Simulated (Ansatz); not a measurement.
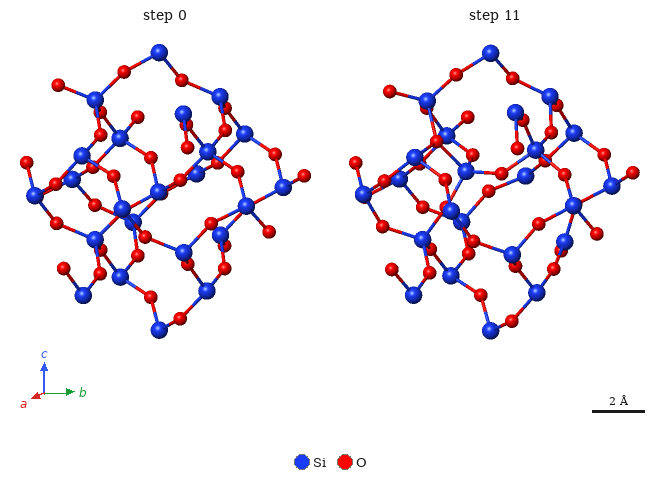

The structure of a defect cell of composition Si₂₄O₄₇ (cell charge +2) before (left) and after (right) a relaxation, at one scale.

The picture is a ball-and-stick view of the atoms within 5.8 Å of the atom that moves most (axes of the cell of the calculation, reduced to other axes (origin shifted)), seen slightly off an axis. Lengths and directions refer to the drawn axes.

These are results of DFT, PBEsol, PAW, plane waves (Ansatz), not measurements. (plane-wave cutoff 420 eV; k-point mesh 1 × 1 × 1; mesh shifted by (0.25, 0.25, 0.25); collinear spin; atoms relaxed in a fixed cell; force threshold 0.03 eV/Å; at most 80 steps)

**Describe what moved and what it gained.**

The energy falls by 4.590 eV per cell of the calculation in 11 geometry steps. The largest force component goes from 2.7 to 0.021 eV/Å. The atom that moves furthest is a Si atom (1.36 Å along [1 −2 2]). By element the largest moves are Si 1.36 Å, O 0.45 Å. The cell stays as it was. Near-neighbour distances that change, for instance: O–Si 3.623 → 1.820 Å, Si–Si 4.441 → 3.058 Å, O–Si 1.621 → 1.784 Å, O–Si 1.687 → 1.790 Å. New bonds form: O–Si (3.62 → 1.82 Å). Among the angles between lasting bonds that change: Si–O–Si 145.1° → 169.7°, Si–O–Si 143.1° → 121.8°, Si–O–Si 140.9° → 123.9°. The program noted that the starting moments weren't kept. The run may lie on a higher electronic state than the lowest, so the end point isn't shown to be the ground-state structure.

Limits of the set-up: the cell is charged, on a uniform background, and energies carry no finite-size correction.
